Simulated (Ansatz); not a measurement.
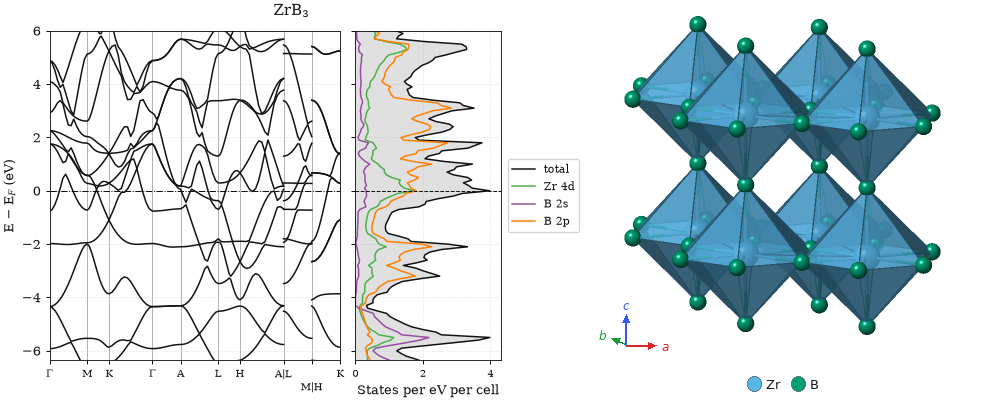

Band structure and density of states, beside the structure. Energies are counted from the Fermi level. The partial curves are projected on Löwdin-orthogonalised atomic shells.

System: ZrB$_{3}$, space group P6/mmm, 4 atoms in the cell; a = 4.03 Å, b = 4.03 Å, c = 4.66 Å, α = 90.00°, β = 90.00°, γ = 120.00°.

Ansatz 0.2.0; DFT PBE, scalar-relativistic, plane waves, PAW, no spin polarisation, 15×15×10 k mesh, Gaussian smearing of 0.1 eV.

Q: Metal, semiconductor or insulator?

A: A metal: 3 bands cross the Fermi level along this path.

Q: What is the density of states at the Fermi level?

A: The density of states at the Fermi level is about 3.4 per eV and cell (mean within 0.25 eV), or 0.84 per atom.

The structure is an invented one, so it need not be a known or stable phase.
